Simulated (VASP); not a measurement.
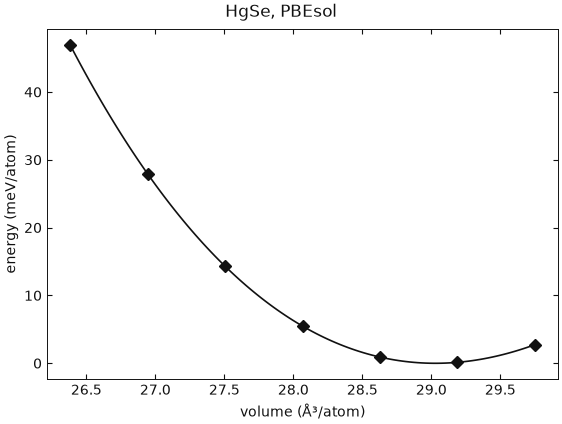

The plot gives the computed energy against volume for HgSe, space group F-43m (No. 216).

Starting cell:
```cif
data_structure
_symmetry_space_group_name_H-M 'P 1'
_symmetry_Int_Tables_number 1
_cell_length_a 4.2978
_cell_length_b 4.2978
_cell_length_c 4.2978
_cell_angle_alpha 60.000
_cell_angle_beta 60.000
_cell_angle_gamma 60.000
_cell_volume 56.13
loop_
_atom_site_label
_atom_site_type_symbol
_atom_site_fract_x
_atom_site_fract_y
_atom_site_fract_z
_atom_site_occupancy
Hg1 Hg 0.00000 0.00000 0.00000 1
Se1 Se 0.75000 0.75000 0.75000 1
```

Calculation (VASP 6.6.1): plane-wave DFT, no spin polarisation; energies at scaled volumes of the given cell, shape and fractions fixed, counted from the fit's minimum, third-order Birch-Murnaghan fit. Level: PBEsol.

- k mesh: 8×8×8
- occupations: Fermi–Dirac
- smearing width: 0.05 eV
- potentials: VASP PAW PBE potentials, recommended
- wave cutoff: 520 eV

From this curve and the settings, what does the calculation give for the pressure at the same points?

The pressure falls from 6.19 GPa at volume 26.38 Å³/atom to −1.24 GPa at 29.75 Å³/atom, and changes sign near 29.00 Å³/atom.

```
volume (Å³/atom)  pressure (GPa)
           26.38            6.19
           26.94            4.56
           27.51            3.11
           28.07            1.82
           28.63            0.68
           29.19           -0.34
           29.75           -1.24
```

Keep in mind: spin-orbit coupling left out, heavy elements.
